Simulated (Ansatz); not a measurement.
# Band-structure calculation of CsPbCl3 (part 2 of 2)

CsPbCl3 (Pm-3m, 5 atoms in the cell); DFT, HSE06, plane waves, PAW, no spin polarisation (Ansatz 0.2.0); cutoff 420 eV, 4×4×4 k-mesh, fixed occupations. The structure derives from a Materials Project entry. The geometry comes from this level: r2SCAN (a point of a series of strains).

Geometry of the input (Å; fractional positions):
```
4.0141  2.3176  3.2773
-4.0141  2.3176  3.2773
0.0000  -4.6351  3.2773
Cs 0.5000  0.5000  0.5000
Pb 0.0000  0.0000  0.0000
Cl 0.5000  0.0001  0.9999
Cl 0.0001  0.9999  0.5000
Cl 0.9999  0.5000  0.0001
```

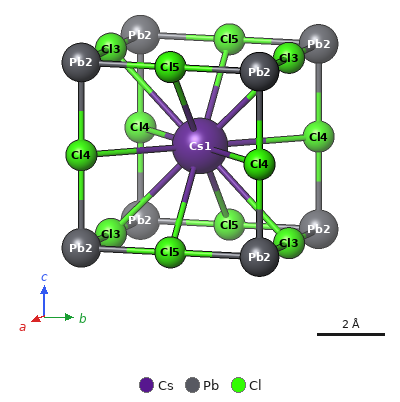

**Figure 1.** The structure (ball-and-stick view of the cell of the calculation, seen slightly off an axis; atoms are numbered from 1 in the order of the input). An atom can appear more than once, as a periodic image.

### The program's output, continued
```
SCF iter   1: F=—  HF=-20833.995568 eV  |F-HF|=—  |Δ(HF+E_count)|=         —  Δρ=1.82e-5  dr2=3.68e-7  ethr=1.84e-7  ⟨swp⟩=3.4  Hψ=834  notcnv=0
preconditioner: auto → none  [insulator: Δε(μ)=2.788 eV  Ē_g=14.924 eV  n_scr=26 (ndim 8)  ℏωp=17.8 eV  f_vac=0.073]
SCF iter   2: F=—  HF=-20833.995568 eV  |F-HF|=—  |Δ(HF+E_count)|=   1.98e-7  Δρ=8.52e-6  dr2=6.43e-8  ethr=7.87e-10  ⟨swp⟩=5.2  Hψ=1330  notcnv=0
SCF iter   3: F=—  HF=-20833.995568 eV  |F-HF|=—  |Δ(HF+E_count)|=   6.27e-9  Δρ=9.95e-7  dr2=2.16e-8  ethr=9.74e-11  ⟨swp⟩=3.0  Hψ=873  notcnv=0
SCF iter   4: F=—  HF=-20833.995568 eV  |F-HF|=—  |Δ(HF+E_count)|=   1.42e-7  Δρ=1.69e-6  dr2=4.23e-9  ethr=1.82e-12  ⟨swp⟩=7.0  Hψ=1654  notcnv=0  defer=37
SCF iter   5: F=-20833.995568 eV  HF=-20833.995568 eV  |F-HF|=2.55e-11  |Δ(HF+E_count)|=   1.39e-9  Δρ=2.29e-7  dr2=1.83e-10  ethr=1.82e-12  ⟨swp⟩=4.5  Hψ=1209  notcnv=0
SCF 3 converged in 5 iterations: F = -20833.995568 eV  dr2 = 1.83e-10
  Residual-converged pass: ⟨swp⟩=3.0  Hψ=760  notcnv=0  max |occ|·‖R‖ = 6.9e-7 eV (tolerance 7.0e-7 eV)  dr2=1.85e-10  dr2_onsite=4.08e-12  max |Δocc| = 0.0e0
hybrid outer 2: dexx = +1.590e-7 eV, tail = 4.43e-9 eV, Δε = 2.56e-3 eV (about 5.11e-5 eV left of the loop's levels), ΔF = 1.62e-5 eV/Å (tail 4.51e-6)
the search or the solves at the SCF's close seem to have found levels that the self-consistency loop had missed (the run counts 3). By its estimate they hold under 1e-12 electrons; where the run keeps them, the occupations were computed again with them
NSCF: frozen V_eff on 4 k-points
hybrid SCF converged: 2 outer / 11 inner (+2 warm-up), last move |dexx| = 1.59e-7 eV, tail = 4.43e-9 eV
Stability not checked: this state was not tested for a lower state beside it, because the functional holds exact exchange (a hybrid, or Hartree-Fock), whose exchange loop this test does not read (fock_operator; see scf.lower_state_search)
Free energy (F): -20833.995568 eV
Frozen-core exchange: fock
Harris-Foulkes:  -20833.995568 eV  (|F-HF|=2.55e-11)
Internal energy: -20833.995568 eV  (E = F + TS)
E sigma→0 (E₀):  -20833.995568 eV
Fermi energy:    3.118261 eV
--- Per-component energies (eV) ---
  E_band       = -312.140297
  E_kinetic    = 911.053429
  E_local      = -2712.248587  (includes V_loc(G=0)·N_el)
  E_nonlocal   = 465.253716
  E_hartree    = 1028.534230
  E_xc         = -574.631866
  E_vxc        = -500.299889  (∫ρ·V_xc dr)
  E_exx        = -93.356082  (= α·E_x^exact, valence–valence)
  E_paw        = -17508.309118  (= ΣΔE_a)
  E_vpaw       = -346.255676  (= ΣTr[D̂ρ^β])
  E_aug_tail   = 0.000322  (compensation charges beyond the density's cutoff)
  E_ewald      = -2350.131273
  E_core_change = -0.160339  (= ΣΔE_core)
  E_smearing   = -0.000000  (= −TS)
  E_closure    = -0.000000  (closes the sum)
  Σ components = -20833.995568   (vs F -20833.995568, Δ=0.00e0)
--- Forces (eV/Å), atoms counted from 1 ---
  atom   1  Cs    -0.00000000     0.00000000     0.00000000
  atom   2  Pb     0.00000000     0.00000000    -0.00000000
  atom   3  Cl     0.00001650    -0.00002857    -0.00000000
  atom   4  Cl    -0.00003300     0.00000000     0.00000000
  atom   5  Cl     0.00001650     0.00002857     0.00000000
  max |Σ_I F_I| component: 6.10e-20 eV/Å
--- Stress (GPa, compression-positive) ---
        0.374783       0.000000       0.000000
        0.000000       0.374783      -0.000000
        0.000000      -0.000000       0.375427
  P = ⅓ Tr σ = 0.3750 GPa (3.750 kbar)
--- Band table (eV; the first three rows and the last of 13) ---
  k-point 0: bands = ["-19.7225", "-15.2409", "-15.2409", "-15.0038", "-15.0038", "-15.0038", "-13.3887", "-12.5683", "-12.5683", "-5.5377", "-5.5377", "-5.5377", "-3.7585", "-1.7897", "-1.7897", "-1.7895", "0.2069", "0.2070", "0.2070", "0.3242", "0.3242", "0.3244", "7.3849", "8.4155", "8.4155", "9.3653", "9.3655"]
  k-point 1: bands = ["-19.7215", "-15.2408", "-15.1938", "-15.0046", "-15.0046", "-15.0037", "-13.3152", "-12.7246", "-12.5673", "-5.5289", "-5.5273", "-5.5273", "-4.4214", "-1.7465", "-1.7464", "-0.7141", "0.1569", "0.1588", "0.1589", "0.2696", "0.2697", "0.4804", "7.8610", "8.6637", "8.8165", "8.9200", "9.4354"]
  k-point 2: bands = ["-19.7204", "-15.2407", "-15.1450", "-15.0054", "-15.0054", "-15.0037", "-13.1375", "-12.9870", "-12.5663", "-5.5201", "-5.5167", "-5.5167", "-4.8139", "-1.7007", "-1.7006", "-0.3216", "0.1064", "0.1065", "0.1083", "0.2174", "0.2176", "1.3076", "6.9595", "8.7602", "9.3195", "9.3990", "9.3994"]
  k-point 12: bands = ["-19.7173", "-15.0822", "-15.0822", "-15.0070", "-15.0070", "-15.0070", "-12.9842", "-12.9842", "-12.9842", "-6.3444", "-5.5869", "-5.5869", "-5.5869", "-0.3758", "-0.3758", "-0.3757", "0.1329", "0.1329", "0.6374", "0.6374", "0.6374", "3.1183", "5.9057", "5.9060", "5.9060", "9.2026", "9.7312"]
```

### File bands.tsv
```
# k_distance	band_0	band_1	band_2	band_3	band_4	band_5	band_6	band_7	band_8	band_9	band_10	band_11	band_12	band_13	band_14	band_15	band_16	band_17	band_18	band_19	band_20	band_21	band_22	band_23	band_24	band_25	band_26
# fermi_ev = 3.118261
# lock_threshold_ev = 1e-6
# [0, 0, 0] at k_distance = 0.000000
# [0.0000202445, 0, -0.4999999996] at k_distance = 0.553418
# [0.0000404881, -0.5, -0.4999797559] at k_distance = 1.106835
# [0.5000404873, -0.5, -0.4999797559] at k_distance = 1.660253
# levels_relative_to = fermi_ev
# free_energy_ev = -20833.995568
# largest_residual_norms_ev = 1.759e-4 3.640e-4 3.640e-4 2.454e-4 2.407e-4 2.439e-4 2.979e-4 1.947e-4 1.455e-4 3.487e-4 5.863e-4 5.848e-4 6.844e-4 8.128e-4 2.957e-3 1.127e-3 1.125e-3 1.025e-3 6.479e-4 7.173e-4 7.214e-4 7.407e-4 1.648e-3 1.683e-3 1.661e-3 8.070e-4 8.969e-4
0.000000	-22.840765	-18.359161	-18.359161	-18.122036	-18.122020	-18.122020	-16.506969	-15.686563	-15.686563	-8.655983	-8.655959	-8.655959	-6.876748	-4.907951	-4.907951	-4.907793	-2.911334	-2.911227	-2.911227	-2.794042	-2.794042	-2.793894	4.266670	5.297191	5.297191	6.247068	6.247270
0.553418	-22.838688	-18.358969	-18.263235	-18.123633	-18.123622	-18.121984	-16.255734	-16.105310	-15.684579	-8.638401	-8.635002	-8.634987	-7.932114	-4.818986	-4.818892	-3.439891	-3.011833	-3.011782	-3.009970	-2.900812	-2.900619	-1.810628	3.841213	5.641920	6.201192	6.280734	6.281091
1.106835	-22.836965	-18.314732	-18.200473	-18.125234	-18.123583	-18.123572	-16.107344	-16.107306	-15.977855	-8.744426	-8.669699	-8.669687	-8.619648	-4.668545	-3.695851	-3.120307	-3.120301	-3.087785	-3.087738	-2.990033	-2.489416	-0.867782	3.354628	3.354759	5.868914	6.424605	6.715723
1.660253	-22.835515	-18.200443	-18.200443	-18.125271	-18.125254	-18.125254	-16.102478	-16.102478	-16.102422	-9.462656	-8.705135	-8.705122	-8.705122	-3.494019	-3.494019	-3.493945	-2.985391	-2.985391	-2.480855	-2.480855	-2.480825	-0.000000	2.787476	2.787727	2.787727	6.084320	6.612917
```

### File rho_z.tsv
```
# z_ang	rho[e/angstrom^3]
# format = ansatz-planar-average/11
# lattice	4.014122438	2.317554670	3.277318201
# lattice	-4.014122438	2.317554670	3.277318201
# lattice	0.000000000	-4.635109341	3.277318201
# sites	5
# site	55	0.000000000	-0.000000000	4.915977302
# site	82	0.000000000	0.000000000	0.000000000
# site	17	2.006854945	-3.475974729	4.915977302
# site	17	-4.013709891	-0.000000000	4.915977302
# site	17	2.006854945	3.475974729	4.915977302
0.000000	6.421672e-1
0.141918	6.232896e-1
0.283836	5.668334e-1
0.425753	4.763257e-1
0.567671	3.653265e-1
0.709589	2.577002e-1
0.851507	1.729792e-1
0.993425	1.150965e-1
1.135342	7.892723e-2
1.277260	5.891359e-2
1.419178	5.136057e-2
1.561096	5.464079e-2
1.703013	6.889731e-2
1.844931	9.504359e-2
1.986849	1.327944e-1
2.128767	1.787743e-1
2.270685	2.251587e-1
2.412602	2.609480e-1
2.554520	2.795648e-1
2.696438	2.845287e-1
2.838356	2.846708e-1
2.980274	2.845287e-1
3.122191	2.795648e-1
3.264109	2.609480e-1
3.406027	2.251587e-1
3.547945	1.787743e-1
3.689862	1.327944e-1
3.831780	9.504359e-2
3.973698	6.889731e-2
4.115616	5.464079e-2
4.257534	5.136057e-2
4.399451	5.891359e-2
4.541369	7.892723e-2
4.683287	1.150965e-1
4.825205	1.729792e-1
4.967123	2.577002e-1
5.109040	3.653265e-1
5.250958	4.763257e-1
5.392876	5.668334e-1
5.534794	6.232896e-1
```

### File v_z.tsv
```
# z_ang	v_es[eV]	v_tot[eV]
# format = ansatz-planar-average/11
# xc	hse06
# density_cutoff_ev	1680
# datasets	Cs=:simpson_from_first_knot:soft:fock:shift=0	Pb=:simpson_from_first_knot:soft:fock:shift=0	Cl=:simpson_from_first_knot:soft:fock:shift=0
# lattice	4.014122438	2.317554670	3.277318201
# lattice	-4.014122438	2.317554670	3.277318201
# lattice	0.000000000	-4.635109341	3.277318201
# sites	5
# site	55	0.000000000	-0.000000000	4.915977302
# site	82	0.000000000	0.000000000	0.000000000
# site	17	2.006854945	-3.475974729	4.915977302
# site	17	-4.013709891	-0.000000000	4.915977302
# site	17	2.006854945	3.475974729	4.915977302
0.000000	-3.697446e0	-1.273698e1
0.141918	-3.409310e0	-1.234747e1
0.283836	-2.555633e0	-1.119110e1
0.425753	-1.148534e0	-9.324133e0
0.567671	7.314036e-1	-6.874943e0
0.709589	2.826099e0	-4.154855e0
0.851507	4.660925e0	-1.676392e0
0.993425	5.892019e0	1.601084e-1
1.135342	6.553210e0	1.355095e0
1.277260	6.852752e0	1.969302e0
1.419178	6.944478e0	2.166645e0
1.561096	6.845973e0	2.124492e0
1.703013	6.526995e0	1.667368e0
1.844931	5.916683e0	7.672273e-1
1.986849	5.035619e0	-4.717803e-1
2.128767	3.937821e0	-1.972877e0
2.270685	2.775460e0	-3.541571e0
2.412602	1.744228e0	-4.954269e0
2.554520	9.595501e-1	-6.047703e0
2.696438	4.699781e-1	-6.754923e0
2.838356	3.022806e-1	-6.995629e0
2.980274	4.699781e-1	-6.754923e0
3.122191	9.595501e-1	-6.047703e0
3.264109	1.744228e0	-4.954269e0
3.406027	2.775460e0	-3.541571e0
3.547945	3.937821e0	-1.972877e0
3.689862	5.035619e0	-4.717803e-1
3.831780	5.916683e0	7.672273e-1
3.973698	6.526995e0	1.667368e0
4.115616	6.845973e0	2.124492e0
4.257534	6.944478e0	2.166645e0
4.399451	6.852752e0	1.969302e0
4.541369	6.553210e0	1.355095e0
4.683287	5.892019e0	1.601084e-1
4.825205	4.660925e0	-1.676392e0
4.967123	2.826099e0	-4.154855e0
5.109040	7.314036e-1	-6.874943e0
5.250958	-1.148534e0	-9.324133e0
5.392876	-2.555633e0	-1.119110e1
5.534794	-3.409310e0	-1.234747e1
```

### Summary

| quantity | value |
| --- | --- |
| outcome | converged |
| space group (tolerance 0.01 Å) | Pm-3m (221) |
| electrons treated | 44 |
| free energy | −20833.9956 eV |
| Fermi energy | 3.118 eV |
| gap on the k-point mesh | 2.79 eV |
| pressure | 0.37 GPa |
| largest force (length of the vector) | under 0.001 eV/Å |
| hardware | 4 threads of Arm Neoverse V1, 24 GiB of memory available, shared host |
| wall time | 1.8 min (CPU time 6.8 min) |
| peak memory | 3.6 GiB |

Warnings of the run: the exchange loop's threshold is looser than advised for the stress; the SCF threshold is looser than advised for the printed stress. Spin–orbit coupling is left out, which matters for Pb.
